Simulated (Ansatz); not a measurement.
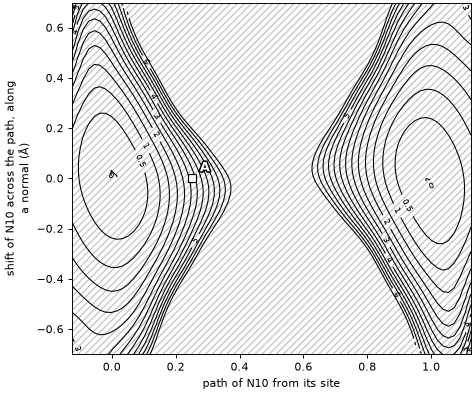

AlN (P6_3/mmc phase) with one N vacancy (11 atoms in the cell, cell charge +3). An atom moved over a plane that holds its own site and a neighbouring vacancy (x along [2 1 0], y along [0 1 0], z along [0 0 1] of the conventional cell). The first coordinate is: path of N10 from its site (0) to the vacancy (1), 2.836 Å; the second: shift of N10 across the path, along a normal. Nothing is relaxed (all other atoms held at the sites of the perfect crystal). The grid has 11 × 9 points; 37 points were computed and 36 follow by symmetry. At 26 points there is no value (left out of the scan, as a rule where atoms come close). Points are written as (first, second). Energies are in eV per cell, from the lowest grid point. The cell is charged on a uniform background, without a charge correction. All numbers below come from DFT PBE, scalar-relativistic, plane waves, PAW (Ansatz 0.2.0). Settings: cutoff 420 eV, k-mesh 6×6×6, gaussian smearing 0.05 eV, no spin polarisation.

The picture shows contour lines labelled in eV (none above 6.5), hatched blanks where no value was computed, the point A. Between grid points the surface is interpolated.

Which way does the force act at A, and how strong is it?

Answer. A, at (0.250, 0.000 Å), is not a stationary point. The computed force is 26 eV for each unit of the axis towards smaller values of the first coordinate and 5.7 eV for each Å towards smaller values of the second coordinate.

PAW datasets: the set soft_1.
